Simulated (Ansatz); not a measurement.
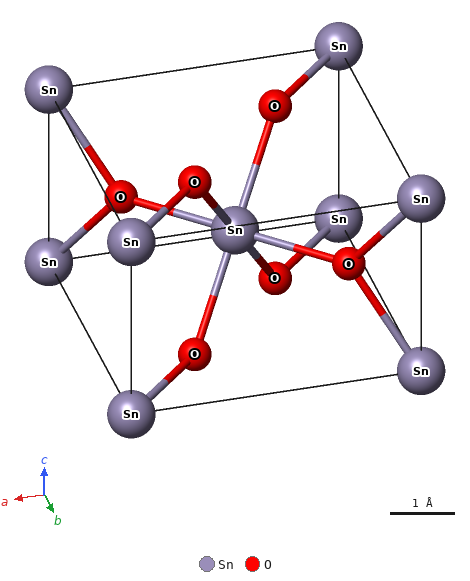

Normal modes of crystalline SnO$_{2}$, space group P4₂/mnm (No. 136), at the zone centre. The picture is a ball-and-stick view of the cell of the calculation, seen from a free direction.

The calculation used Ansatz, DFT r2SCAN, scalar-relativistic, plane waves, PAW.

The input:
```yaml
crystal:
  lattice:
    - [4.7602164758, 0.0, 0.0]
    - [0.0, 4.7602164758, 0.0]
    - [0.0, 0.0, 3.2005650987]
  atoms:
    - { symbol: Sn, position: [0.0, 0.0, 0.0] }
    - { symbol: Sn, position: [0.5, 0.5, 0.5] }
    - { symbol: O, position: [0.3058934984, 0.3058934984, 0.0] }
    - { symbol: O, position: [0.1941065016, 0.8058934984, 0.5] }
    - { symbol: O, position: [0.6941065016, 0.6941065016, 0.0] }
    - { symbol: O, position: [0.8058934984, 0.1941065016, 0.5] }
basis:
  ecutwfc: 500
kpoints:
  mp_grid: { grid: [6, 6, 8] }
hamiltonian:
  xc: r2scan
scf:
  occupations: { method: gaussian, width: 0.05 }
output:
  eigenvalues: true
phonons:
  method: fd
  supercell: [1, 1, 1]
  amplitude: 0.02
  eigenvectors: true
  dielectric: false
```

Run as
```bash
ansatz run input.yaml --threads 2 --pin off --max-ram 5120MiB --backend cpu --events-out ev --progress --plain --runs-dir out
```

Frequencies are those without the non-analytic (LO–TO) term.

**List the optical modes.**

The calculation's cell holds 6 atoms, so there are 15 optical modes, in 11 levels. The optical modes span B₁g + 2B₁u + 3E_u + A₂g + A₂u + E_g + A₁g + B₂g. No level is unstable.

```tsv
level	symmetry	frequency (cm⁻¹)	activity
1	B₁g	119	Raman-active
2	B₁u	151	silent
3	E_u	241	infrared-active
4	E_u	284	infrared-active
5	A₂g	372	silent
6	A₂u	460	infrared-active
7	E_g	466	Raman-active
8	B₁u	563	silent
9	E_u	598	infrared-active
10	A₁g	625	Raman-active
11	B₂g	764	Raman-active
```

The modes drawn as arrows (one member of each degenerate set), 6 of the levels:

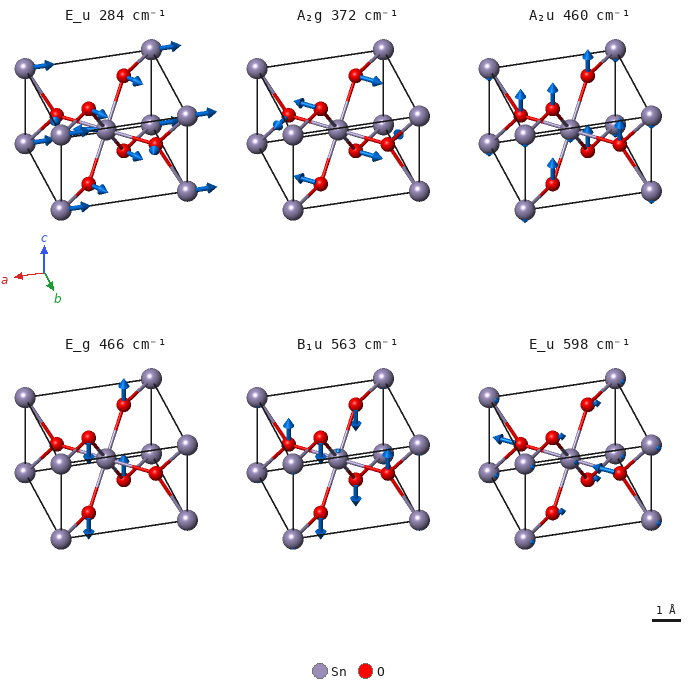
